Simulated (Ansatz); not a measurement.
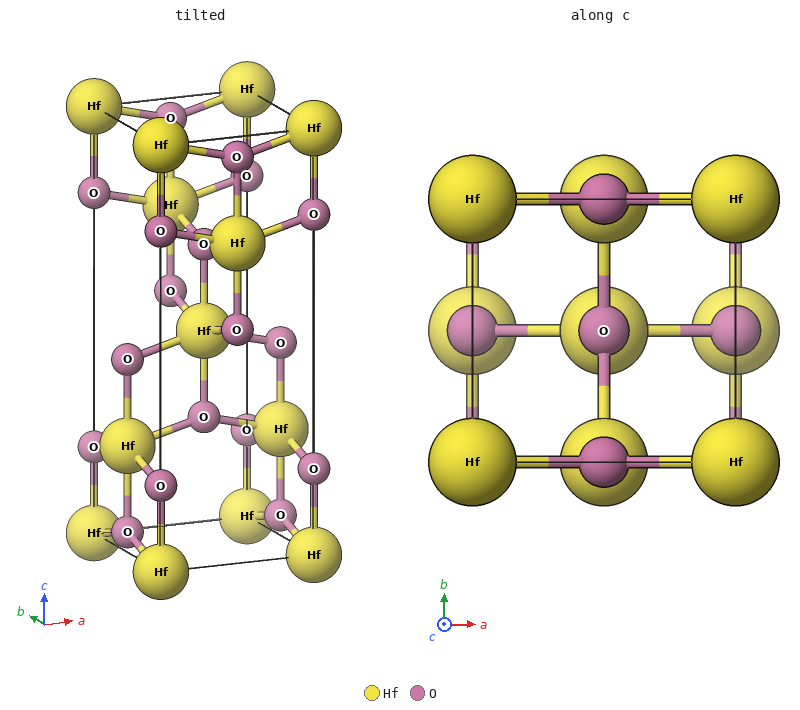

Crystal structure, ball-and-stick style, seen slightly off an axis and along the c axis. Thin lines show the conventional unit cell, with boundary atoms drawn in all their periodic places.

HfO2, anatase, space group I4_1/amd (No. 141), a = 3.993 Å, b = 3.993 Å, c = 10.545 Å, α = 90.00°, β = 90.00°, γ = 90.00°. Origin of the cell: a structure type filled with these elements by a generator (whether the compound takes this form wasn't checked). Earlier steps of the study may have refined or changed the cell and positions. A calculation with Ansatz used it as input.

This one geometry was computed with Ansatz (DFT, plane waves, PAW) at six levels of theory: PBE with spin-orbit coupling, LDA, dielectric-dependent PBE0 (fraction 1/eps_inf of PBE), HSE06, PBE and PBE0. It was relaxed beforehand with r2SCAN.

> Which level gives the highest pressure at this volume, and what does that say about its equilibrium volume?

Highest: PBE with spin-orbit coupling (4.1 GPa) and PBE (4.3 GPa), which points to the largest equilibrium volume. Lowest, with the smallest volume: LDA (-6.2 GPa). Levels within 0.5 GPa of each other can't be told apart.

> How does the band gap change with the level of theory?

LDA: a gap of 4.27 eV, indirect; PBE with spin-orbit coupling: a gap of 4.46 eV, indirect; PBE: a gap of 4.46 eV, indirect; HSE06: a gap of 6.13 eV, indirect; dielectric-dependent PBE0 (fraction 1/eps_inf of PBE): a gap of 6.81 eV, indirect; PBE0: a gap of 6.88 eV, indirect.

> Collect the results in a table.

| level | cutoff (eV) | k-mesh of the run's cell | gap (eV) | pressure (GPa) |
| --- | --- | --- | --- | --- |
| PBE with spin-orbit coupling | 420 | 10×10×10 | 4.46 | 4.1 |
| LDA | 420 | 10×10×10 | 4.27 | -6.2 |
| dielectric-dependent PBE0 (fraction 1/eps_inf of PBE) | 420 | 6×6×6 | 6.81 | 0.4 |
| HSE06 | 420 | 6×6×6 | 6.13 | 0.2 |
| PBE | 420 | 10×10×10 | 4.46 | 4.3 |
| PBE0 | 420 | 6×6×6 | 6.88 | 0.3 |

Gaps are taken on the k-mesh or band path of each run.
